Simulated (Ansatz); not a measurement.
# Geometry relaxation, with input and output: Ga$_{2}$O$_{3}$ (part 1 of 3)

Ga$_{2}$O$_{3}$ (C2/m, 10 atoms in the cell), computed with DFT PBE, scalar-relativistic, plane waves, PAW, no spin polarisation (Ansatz 0.2.0).

The structure derives from a Materials Project entry. It belongs to a series of runs on one base structure; here: film's bulk on the substrate's plane, third vector and atoms relaxed.

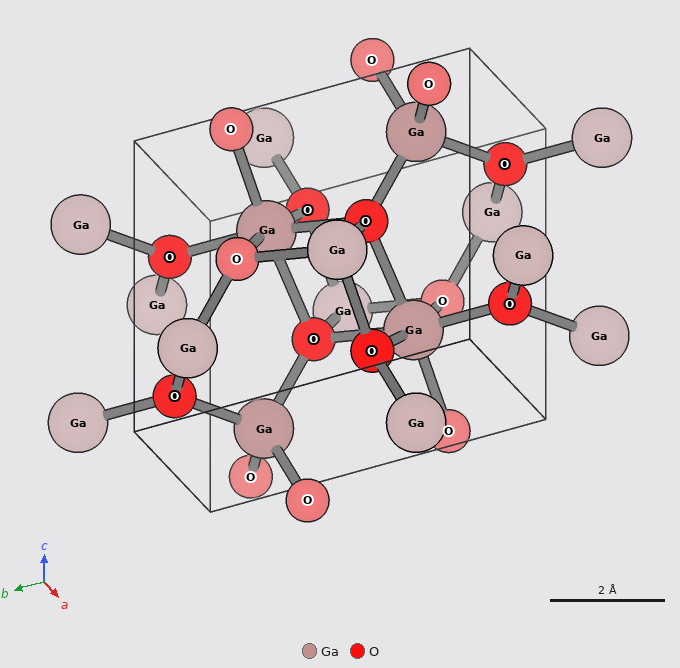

Fig. 1: The starting structure (ball-and-stick view of the cell of the calculation, seen at an oblique angle; neighbours outside the cell are drawn fainter).

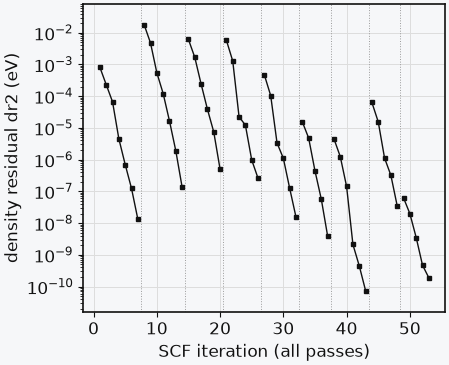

Fig. 2: Convergence of the self-consistent field: density residual dr2 against the SCF iteration. The dotted lines part the SCF passes of the relaxation: geometry steps, rejected trials and re-solves on a re-selected basis. The 9 passes take 5 to 7 iterations each, 53 in all.

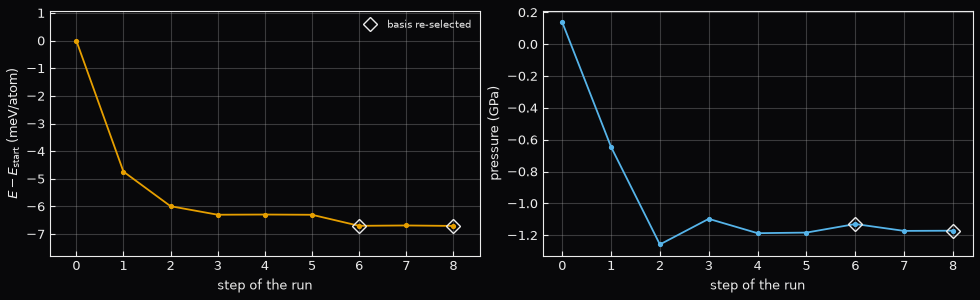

Fig. 3: Progress of the relaxation, step by step (the first geometry is step 0 here and step 1 in the log).

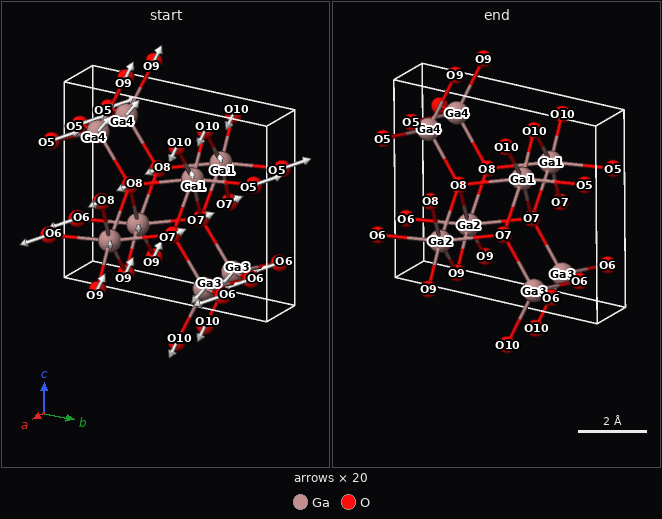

Fig. 4: Before (left) and after (right) the relaxation, at one scale (ball-and-stick view of the cell of the calculation, repeated 2 × 1 × 1, with bonded neighbours outside it, seen slightly off an axis). The white arrows give the displacements (without the part carried along by the change of the cell), magnified 20 times. After 6 geometry steps the energy has fallen by 6.7 meV per atom. Largest force component: 0.66 eV/Å at the start, 0.0037 eV/Å at the end. The pressure goes from 0.14 to −1.17 GPa. The basis was re-selected once at an unchanged geometry, which shifts the energy a little without any move. The largest moves relative to the cell, 0.048 Å, are those of O5 and O6. By element the largest moves are O 0.048 Å, Ga 0.032 Å. Cell: a stays at 3.218 Å, b stays at 6.152 Å, c 5.878 → 5.941 Å (+1.1 %), α 102.6° → 103.6°. Volume +0.6 %. Among the contacts that change: Ga1–O5 1.882 → 1.923 Å, Ga3–O7 1.853 → 1.886 Å, Ga3–O6 1.893 → 1.878 Å, Ga1–O10 2.019 → 2.004 Å. Among the angles that change: O7–Ga3–O10 121.2° → 123.8°, Ga1–O8–Ga4 113.8° → 111.7°. The space group stays C2/m (No. 12). The energy change given includes the shifts at the re-selections in mid-walk, which come without any move. A last SCF at the same geometry on a re-selected plane-wave basis shifts the energy by next to nothing (0.0 meV per atom). (Atoms are counted from 1 in the order of the input.)

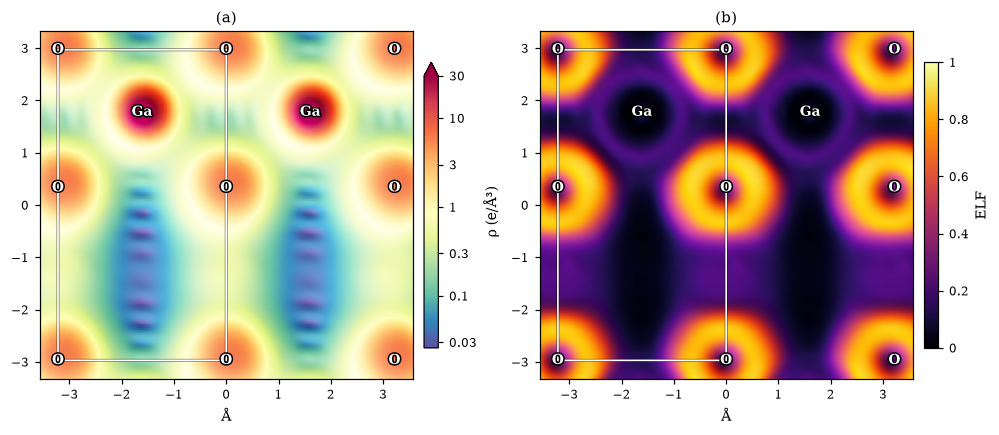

Fig. 5: (a) valence charge density (pseudo); (b) electron localisation function on the (100) plane of the conventional cell. Atoms in the plane: Ga and O. Away from the nuclei the density in this plane falls to 0.03 e/Å³ at its lowest. In a PAW calculation such maps are meaningful between the atoms, not at the nuclei.

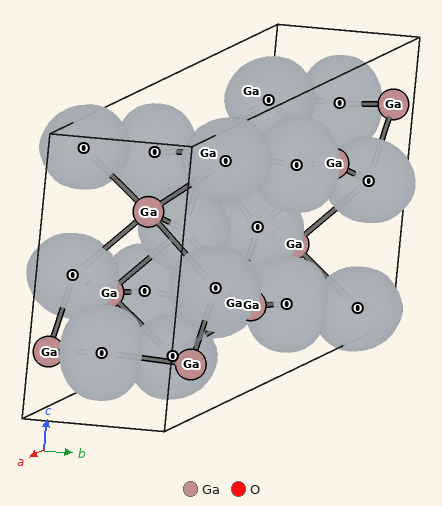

Fig. 6: Isosurface of the ELF at 0.6 (grey), seen slightly off an axis. Only the valence region is drawn (cores and ρ < 0.01 e/Å³ removed). Sticks mark near contacts. The outline is the cell set on symmetry axes. Values along the shortest contacts: Ga–O (1.86 Å): the ELF is about 0.40 at the midpoint. Ga–O (1.92 Å): the ELF is about 0.35 at the midpoint.

These pictures come from the run below.

**Input file**
```yaml
crystal:
  lattice:
    - [3.218370804, 0.0, 0.0]
    - [-1.609185402, 5.9379498125, 0.0]
    - [0.0, -1.327627939, 5.726353582]
  atoms:
    - { symbol: Ga, position: [0.3414969633, 0.6829939266, 0.6858233476] }
    - { symbol: Ga, position: [0.6585030367, 0.3170060734, 0.3141766524] }
    - { symbol: Ga, position: [0.9100736972, 0.8201473944, 0.2052722648] }
    - { symbol: Ga, position: [0.0899263028, 0.1798526056, 0.7947277352] }
    - { symbol: O, position: [0.5039752966, 0.0079505932, 0.7433114551] }
    - { symbol: O, position: [0.4960247034, 0.9920494068, 0.2566885449] }
    - { symbol: O, position: [0.8263047161, 0.6526094323, 0.4356657561] }
    - { symbol: O, position: [0.1736952839, 0.3473905677, 0.5643342439] }
    - { symbol: O, position: [0.1635091317, 0.3270182634, 0.1092019212] }
    - { symbol: O, position: [0.8364908683, 0.6729817366, 0.8907980788] }
basis:
  ecutwfc: 420
kpoints:
  mp_grid: { grid: [9, 5, 5] }
hamiltonian:
  xc: pbe
scf:
  occupations: { method: gaussian, width: 0.02 }
output:
  forces: true
  stress: true
  eigenvalues: true
  write_density: true
  write_potential: true
  elf: true
  volumetric_format: npy
relax:
  adjacent_minimum: "off"
  f_tol: 0.01
  max_steps: 50
  cell: { fix: [a, b, gamma], stress_tol: 0.1 }
```

Launch command:
```bash
ansatz run input.yaml --threads 8 --pin off --max-ram 20480MiB --backend cpu --events-out ev --progress --plain --runs-dir out
```

**The program's output**
```
Warning: crystal.symmetry: narrowed to the stabiliser of the k-point mesh — unitary ops 4 → 2; excluded 2 operations that carry a point of the 9×5×5 mesh (shift [0, 0, 0]) off the mesh (the run samples exactly the mesh kpoints.mp_grid names, as under crystal.symmetry.detect: false, and its converged state has the mesh's symmetry, not the crystal's; ε∞, the Born charges and the force constants of a linear response (`dielectric:` by the response, `phonons.method: dfpt`) are averaged over those of the crystal's operations that the state keeps within a tolerance, where `mesh_tensors`, `unaveraged_element` or `gamma_mean_max_change_ev_ang2` stands beside them; a row that `dielectric.field_direction` solves alone is averaged likewise, with nothing beside; a Γ-centred mesh of equal divisions is mapped onto itself by every operation and keeps the whole group, as does a half-shifted one under kpoints.further_shifts: images)
Engine: ansatz 0.2.0, aarch64-unknown-linux-gnu
Pseudopotentials: kind: paw
Pseudopotential: Ga, paw, valence charge 13, recommended cutoff 420 eV (normal), Ga.paw.azcp
Pseudopotential: O, paw, valence charge 6, recommended cutoff 420 eV (normal), O.paw.azcp
Functional definition: PBE
  parameter kappa = 0.804
  parameter beta = 0.06672455060314922
  exchange = pbe_x(kappa = kappa, mu = beta*pi^2/3)
  correlation = pbe_c(beta = beta)
Crystal: 10 atoms, lattice volume = 109.434 Å³
Basis set: ecut = 420 eV, 2159 PW (Γ), exchange–correlation on 48×90×80 points (8 copies of the dense FFT grid, shifted against one another)
Bands: 54, of which v1, the nominal top of the filled ones, is band 44 counted from 1 (43 counted from 0)
Symmetry: 2 space group operations
k-points: 113 of 225
Non-local potential: Ga, projectors of the file, l = 0: 2, l = 1: 2, l = 2: 3, l = 3: 1
Non-local potential: O, projectors of the file, l = 0: 2, l = 1: 2, l = 2: 1
PAW form: soft (Blöchl's): semilocal exchange-correlation on the pseudo side does not see the compensation charge
PAW one-centre angular grid: Ga, 590 points (default); XC on 64 Gauss nodes
PAW one-centre angular grid: O, 110 points (default); XC on 64 Gauss nodes
Initial density: superposition of atomic densities (neutral atoms: chi_scale 0, normalization atom), corrected by the library's trained network
Initial wavefunctions: pseudopotential atomic-orbital guess
Functional: x = pbe(κ = 0.804, μ = 0.2195149727645171), c = pbe(β = 0.06672455060314922)
SCF iter   1: F=—  HF=-18539.874224 eV  |F-HF|=—  |Δ(HF+E_count)|=         —  Δρ=1.19e-3  dr2=8.09e-4  ethr=1.77e-3  ⟨swp⟩=6.1  Hψ=22123  notcnv=0  defer=11
preconditioner: auto → Resta (q_TF=auto, 2.631 Å⁻¹)  ε∞=4.7  [insulator: Δε(μ)=1.945 eV  Ē_g=17.341 eV  σ=0.020 eV  W_gap=1.00  n_scr=36 (ndim 8)  ℏωp=33.3 eV  f_vac=0.016  D(μ)=0.00/eV (n_scr^D=0)  ε∞_Penn≈4.7]
SCF iter   2: F=—  HF=-18539.875417 eV  |F-HF|=—  |Δ(HF+E_count)|=   1.19e-3  Δρ=6.38e-4  dr2=2.30e-4  ethr=9.20e-7  ⟨swp⟩=2.2  Hψ=12290  notcnv=0  defer=288
SCF iter   3: F=—  HF=-18539.875828 eV  |F-HF|=—  |Δ(HF+E_count)|=   4.11e-4  Δρ=2.51e-4  dr2=6.61e-5  ethr=2.62e-7  ⟨swp⟩=2.0  Hψ=10109  notcnv=0  defer=288
SCF iter   4: F=—  HF=-18539.875920 eV  |F-HF|=—  |Δ(HF+E_count)|=   9.13e-5  Δρ=7.12e-5  dr2=4.49e-6  ethr=7.51e-8  ⟨swp⟩=2.0  Hψ=9480  notcnv=0  defer=288
SCF iter   5: F=—  HF=-18539.875922 eV  |F-HF|=—  |Δ(HF+E_count)|=   2.06e-6  Δρ=2.48e-5  dr2=6.99e-7  ethr=5.10e-9  ⟨swp⟩=2.0  Hψ=7622  notcnv=0  defer=288
SCF iter   6: F=—  HF=-18539.875922 eV  |F-HF|=—  |Δ(HF+E_count)|=   4.98e-7  Δρ=1.29e-5  dr2=1.23e-7  ethr=7.94e-10  ⟨swp⟩=2.0  Hψ=10558  notcnv=0  defer=288
SCF iter   7: F=-18539.875922 eV  HF=-18539.875922 eV  |F-HF|=2.83e-9  |Δ(HF+E_count)|=   1.51e-8  Δρ=3.89e-6  dr2=1.32e-8  ethr=1.14e-10  ⟨swp⟩=12.5  Hψ=43119  notcnv=0
SCF 1 converged in 7 iterations: F = -18539.875922 eV  dr2 = 1.32e-8
  greatest PAW one-centre occupation: 0.998 electrons in one spin orbital (limit 2), on the Ga atom at site 1 (counted from 0), in its partial waves of l = 2
relax step   1: F+E_penalty+E_count = -18539.87592231 eV  Δ(F+E_penalty+E_count) = +0.000e0 eV  max|allowed force component| = 6.558e-1 eV/Å  Δτ_max = 0.0000 Å  P = +0.139 GPa  Ω = 109.434 Å³  fix = [a, b, gamma]  reactions: a -8.269, b +7.498 GPa; gamma -2.033 GPa/rad  (7 SCF iters, dr2 threshold 1.00e-7 eV, accepted)
Crystal: 10 atoms, lattice volume = 109.843 Å³
Basis set: ecut = 420 eV, 2171 PW (Γ), exchange–correlation on 48×90×80 points (8 copies of the dense FFT grid, shifted against one another)
Initial density: handed on by an earlier stage of this run
Initial wavefunctions: those handed on with the density
iter 1 solved again at ethr=2.00e-5 eV; its pass at ethr=3.10e-3 eV (dr2=1.76e-2 eV) is discarded
SCF iter   1: F=—  HF=-18539.927431 eV  |F-HF|=—  |Δ(HF+E_count)|=         —  Δρ=7.17e-3  dr2=1.77e-2  ethr=2.00e-5  ⟨swp⟩=2.5  Hψ=27473  notcnv=0
preconditioner: auto → Resta (q_TF=auto, 2.629 Å⁻¹)  ε∞=4.7  [insulator: Δε(μ)=1.980 eV  Ē_g=17.317 eV  σ=0.020 eV  W_gap=1.00  n_scr=36 (ndim 8)  ℏωp=33.2 eV  f_vac=0.015  D(μ)=0.00/eV (n_scr^D=0)  ε∞_Penn≈4.7]
SCF iter   2: F=—  HF=-18539.923773 eV  |F-HF|=—  |Δ(HF+E_count)|=   3.66e-3  Δρ=3.57e-3  dr2=4.75e-3  ethr=2.00e-5  ⟨swp⟩=3.1  Hψ=10522  notcnv=0
SCF iter   3: F=—  HF=-18539.923313 eV  |F-HF|=—  |Δ(HF+E_count)|=   4.60e-4  Δρ=7.76e-4  dr2=5.48e-4  ethr=5.39e-6  ⟨swp⟩=2.1  Hψ=11605  notcnv=0  defer=1
SCF iter   4: F=—  HF=-18539.923324 eV  |F-HF|=—  |Δ(HF+E_count)|=   1.15e-5  Δρ=2.87e-4  dr2=1.21e-4  ethr=6.23e-7  ⟨swp⟩=2.0  Hψ=10901  notcnv=0  defer=1
SCF iter   5: F=—  HF=-18539.923320 eV  |F-HF|=—  |Δ(HF+E_count)|=   4.56e-6  Δρ=1.13e-4  dr2=1.65e-5  ethr=1.37e-7  ⟨swp⟩=2.6  Hψ=9810  notcnv=0  defer=1
SCF iter   6: F=—  HF=-18539.923320 eV  |F-HF|=—  |Δ(HF+E_count)|=   4.78e-8  Δρ=3.80e-5  dr2=1.89e-6  ethr=1.87e-8  ⟨swp⟩=2.0  Hψ=10614  notcnv=0  defer=1
SCF iter   7: F=-18539.923320 eV  HF=-18539.923320 eV  |F-HF|=8.50e-9  |Δ(HF+E_count)|=   1.24e-7  Δρ=1.06e-5  dr2=1.35e-7  ethr=1.14e-9  ⟨swp⟩=10.6  Hψ=53020  notcnv=0
SCF 2 converged in 7 iterations: F = -18539.923320 eV  dr2 = 1.35e-7
relax step   2: F+E_penalty+E_count = -18539.92331964 eV  Δ(F+E_penalty+E_count) = -4.740e-2 eV  max|allowed force component| = 3.840e-1 eV/Å  Δτ_max = 0.0285 Å  P = -0.645 GPa  Ω = 109.843 Å³  energy of the carried Pulay correction = -1.879e-3 eV  fix = [a, b, gamma]  reactions: a -7.915, b +5.291 GPa; gamma -1.434 GPa/rad  (7 SCF iters, dr2 threshold 1.00e-6 eV, accepted)
Crystal: 10 atoms, lattice volume = 110.174 Å³
Basis set: ecut = 420 eV, 2179 PW (Γ), exchange–correlation on 48×90×80 points (8 copies of the dense FFT grid, shifted against one another)
iter 1 solved again at ethr=6.84e-6 eV; its pass at ethr=3.10e-3 eV (dr2=6.02e-3 eV) is discarded
```
